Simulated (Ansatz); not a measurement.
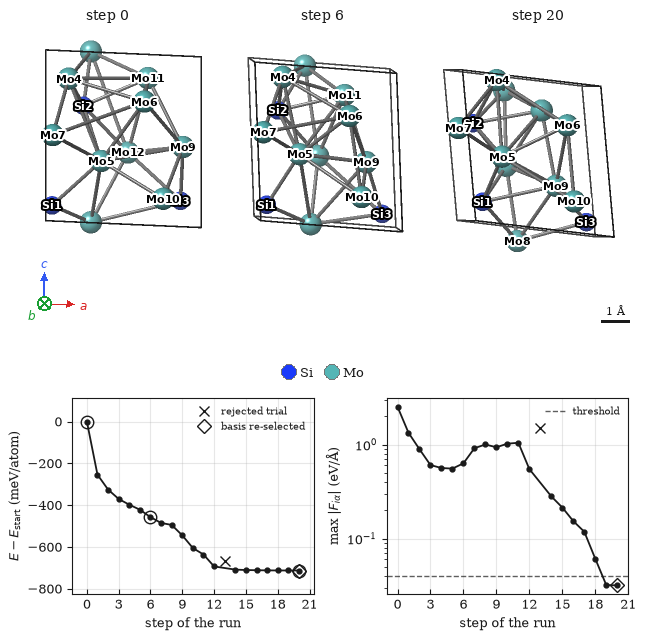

Frames of a relaxation of an amorphous cell of composition SiMo3 (coarse preliminary run), marked on the history of the run. Style: ball-and-stick. Shown: the cell of the calculation, along the b axis.

Case: atoms packed at random at 1.25 times the crystal's volume.

All numbers below come from Ansatz, DFT PBE, scalar-relativistic, plane waves, PAW.

Input file:
```yaml
crystal:
  lattice:
    - [5.663424, -0.113787, -0.141014]
    - [-0.113787, 6.291656, 0.344126]
    - [-0.141014, 0.344126, 6.239564]
  atoms:
    - { symbol: Si, position: [0.0403106223, 0.6333071145, 0.0908810349] }
    - { symbol: Si, position: [0.2427477121, 0.745020581, 0.6827726461] }
    - { symbol: Si, position: [0.8666702366, 0.9175384285, 0.151579355] }
    - { symbol: Mo, position: [0.1472847105, 0.375772245, 0.8379489834] }
    - { symbol: Mo, position: [0.3565351112, 0.4776823329, 0.3639947076] }
    - { symbol: Mo, position: [0.6345685728, 0.243312374, 0.7234005432] }
    - { symbol: Mo, position: [0.0448945272, 0.0752383339, 0.5030793415] }
    - { symbol: Mo, position: [0.2902691373, 0.9654168742, 0.0022354929] }
    - { symbol: Mo, position: [0.8823378079, 0.6104971487, 0.467201404] }
    - { symbol: Mo, position: [0.7554563335, 0.3038848268, 0.1588399434] }
    - { symbol: Mo, position: [0.6576792695, 0.6980791269, 0.8619062322] }
    - { symbol: Mo, position: [0.5288142839, 0.9325238847, 0.4206957387] }
  symmetry: { detect: false }
basis:
  ecutwfc: 420
kpoints:
  mp_grid: { grid: [2, 2, 2], shift: [0.5, 0.5, 0.5] }
hamiltonian:
  xc: pbe
scf:
  occupations: { method: gaussian, width: 0.1 }
  lower_state_search: "off"
output:
  forces: true
  stress: true
  eigenvalues: true
relax:
  adjacent_minimum: "off"
  f_tol: 0.04
  max_steps: 70
  cell: { stress_tol: 0.3 }
```

Command:
```bash
ansatz run input.yaml --threads 2 --pin off --max-ram 5120MiB --backend cpu --events-out ev --progress --plain --runs-dir out
```

> What happens along the run?

The atom that moves furthest relative to the cell is Mo9 (1.26 Å roughly along [−2 1 −2]). By element the largest moves are Mo 1.26 Å, Si 0.76 Å. Cell: a 5.666 → 5.138 Å (−9.3 %), b 6.302 → 6.763 Å (+7.3 %), c 6.251 → 5.554 Å (−11.1 %), α 83.7° → 81.8°, β 92.8° → 102.8°, γ 92.3° → 105.3°. Volume −18.4 %. Some distances before and after: Mo4–Mo9 5.849 → 3.166 Å, Si1–Mo9 5.216 → 2.742 Å, Mo7–Mo8 5.393 → 3.358 Å, Si2–Mo6 4.581 → 2.553 Å. New bonds form, among them: Mo4–Mo10 (3.92 → 2.61 Å), Mo5–Mo11 (3.84 → 3.10 Å), Mo6–Mo10 (3.60 → 2.81 Å), Si1–Mo12 (3.92 → 2.64 Å). Bonds break, among them: Mo4–Mo9 (2.98 → 4.88 Å), Mo5–Mo12 (3.04 → 4.17 Å), Mo5–Mo9 (2.97 → 4.08 Å), Si1–Si3 (2.16 → 2.84 Å). Bond angles that change, for instance: Mo7–Si3–Mo11 168.1° → 122.3°, Mo5–Si1–Mo8 91.5° → 136.0°, Mo9–Si1–Mo11 100.3° → 59.3°. After 18 accepted moves (20 points after the start) the energy has fallen by 713 meV per atom. Largest force component: 2.5 eV/Å at the start, 0.032 eV/Å at the end. The pressure goes from −19.08 to 0.00 GPa. The line search rejected the trial step at point 13 of the run. The SCF was repeated once at an unchanged geometry on a basis and grid sized afresh for the cell, which shifted the energy by 0.1 meV per atom at most. The run took 3.2 min on 2 threads of Intel(R) Xeon(R) Processor @ 2.50GHz (Skylake/Cascade Lake), on a shared host, peak memory 0.54 GiB. From step 0 to 6: Mo9 moves most (0.64 Å), volume −14.6 %, energy −457 meV per atom. From step 6 to 20: Mo7 moves most (0.73 Å), volume −4.4 %, energy −255 meV per atom.

```
step  E − E(0), meV/atom  largest force component, eV/Å  pressure, GPa  volume, Å³/atom                      note
   0                0.00                         2.5364         -19.08           18.455                          
   1             -254.06                         1.3384          -1.99           16.293                          
   2             -325.36                         0.8939           8.49           15.462                          
   3             -370.20                         0.6066           5.77           15.565                          
   4             -397.70                         0.5641          -1.61           16.022                          
   5             -421.60                         0.5561          -1.63           15.942                          
   6             -457.10                         0.6330          -0.37           15.754                          
   7             -485.02                         0.9168           1.35           15.552                          
   8             -494.47                         1.0040           3.64           15.374                          
   9             -544.45                         0.9379           1.89           15.276                          
  10             -605.13                         1.0248           1.55           15.114                          
  11             -635.99                         1.0472           1.88           15.022                          
  12             -693.08                         0.5496           0.27           15.045                          
  13             -669.08                         1.5102           2.50           14.951                  rejected
  14             -708.23                         0.2814          -0.20           15.051                          
  15             -710.24                         0.2142          -0.20           15.057                          
  16             -711.23                         0.1535           0.67           15.006                          
  17             -711.87                         0.1183          -0.20           15.063                          
  18             -712.32                         0.0610           0.01           15.056                          
  19             -712.45                         0.0320          -0.05           15.066                          
  20             -712.52                         0.0318           0.00           15.066  same geometry, new basis
```

Limits of the set-up: the periodic images lie only 5.7 Å apart, so the values are limited by the cell's size.
